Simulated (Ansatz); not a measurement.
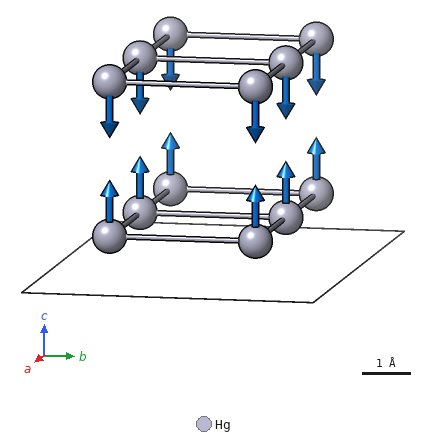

One vibrational mode of a free-standing layer of Hg (a generated structure) at the zone centre. Displacements are drawn as blue arrows; their common scale and sign are arbitrary. Style: ball-and-stick. Shown: the 3 × 2 repeat of the cell, outlined in the plane, without the vacuum, slightly off an axis.

Level of theory: DFT PBE, scalar-relativistic, plane waves, PAW in Ansatz 0.2.0.

Input
```yaml
crystal:
  lattice:
    - [3.1215071232, 0.0, 0.0]
    - [0.0, 3.1215071232, 0.0]
    - [0.0, 0.0, 29.82745]
  atoms:
    - { symbol: Hg, position: [0.5, 0.5, 0.2467123062] }
    - { symbol: Hg, position: [0.5, 0.5, 0.3567586938] }
  periodic: [true, true, false]
basis:
  ecutwfc: 420
kpoints:
  mp_grid: { grid: [18, 18, 1] }
hamiltonian:
  xc: pbe
scf:
  occupations: { method: fermi_dirac, width: 0.15 }
output:
  eigenvalues: true
phonons:
  method: dfpt
  eigenvectors: true
```

Launched with:
```bash
ansatz run input.yaml --threads 1 --pin off --max-ram 3072MiB --backend cpu --events-out ev --progress --plain --runs-dir out
```

The frequencies depend somewhat on the k-mesh and the smearing.

What mode is this, and where does it lie in the spectrum?

This is the A₁g mode at 35 cm⁻¹, the highest optical level, Raman-active by symmetry. All motion is along c of the drawn cell; atoms of one kind move against one another, with no net shift of their sublattice.
